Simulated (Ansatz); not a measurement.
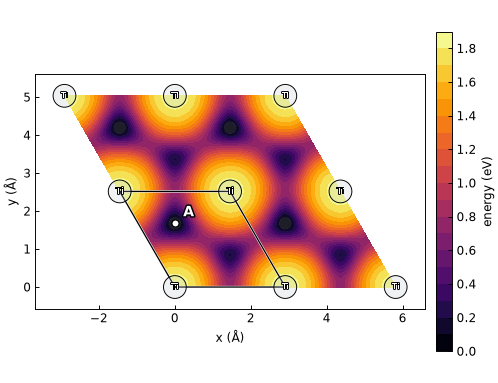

B on a Ti(111) slab cut from the Fm-3m phase, its upper half relaxed before the scan (12 atoms of substrate and one adsorbate in a 2 × 2 cell). B is moved over the surface cell; relaxed at each place: the height of the adsorbate's atoms; substrate rigid; the origin of the map has the adsorbate above Ti9. Places are given modulo a cell vector. The map is drawn in real space over the plane of the surface. The grid has 6 × 6 points; 10 points were computed and 26 follow by symmetry. Places are given in fractions of the 1 × 1 surface cell. All energies are given in eV relative to the lowest grid point. Method: DFT PBE, scalar-relativistic, plane waves, PAW in Ansatz. Settings: cutoff 420 eV, k-mesh 6×6×1, gaussian smearing 0.1 eV, no spin polarisation.

The picture shows filled contours, labelled circles for the atoms of the top layer and small ones for the second layer, the outline of one cell of the 2 × 2 shown, the point A. Between grid points the surface is interpolated.

Q: What is the easiest way out of the well at A, and how high is the barrier?

A: The easiest path leads from the well at a threefold hollow over a second-layer Ti atom, (2/6, 4/6) of the cell vectors to the well at a threefold hollow over a third-layer Ti atom, (4/6, 2/6) of the cell vectors, about 0.19 eV higher. Its highest point lies about 0.75 eV above the bottom of the first well on the interpolated surface, at a bridge site between two Ti atoms, (3/6, 0/6) of the cell vectors. Seen from the upper well the barrier is about 0.56 eV. This is the barrier on the constrained surface; relaxing the other coordinates would change it.

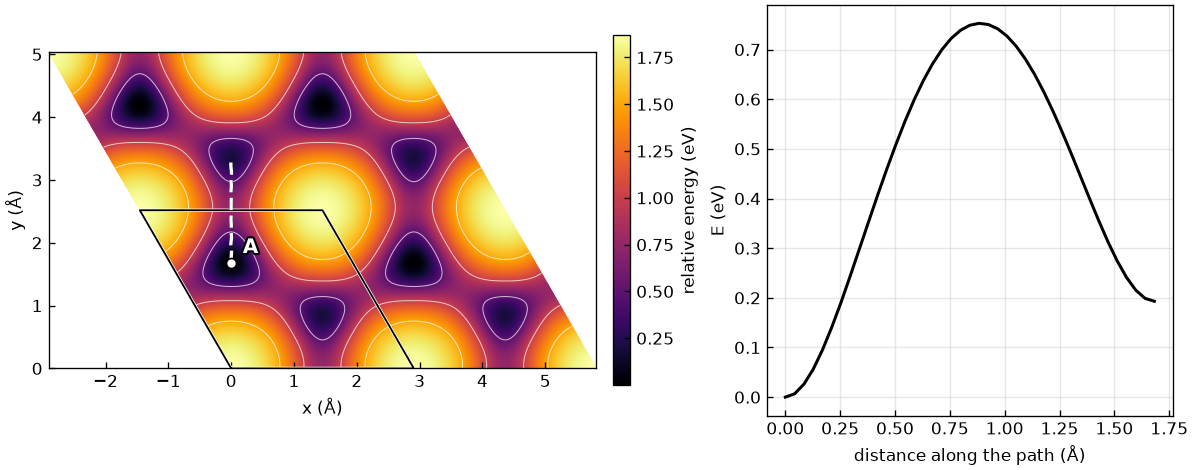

The picture shows a smooth colour map with a few white contour lines, a line along the lowest path, the outline of one cell of the 2 × 2 shown, the energy along the path at the right. Between grid points the surface is interpolated.

PAW datasets: the set soft_1.
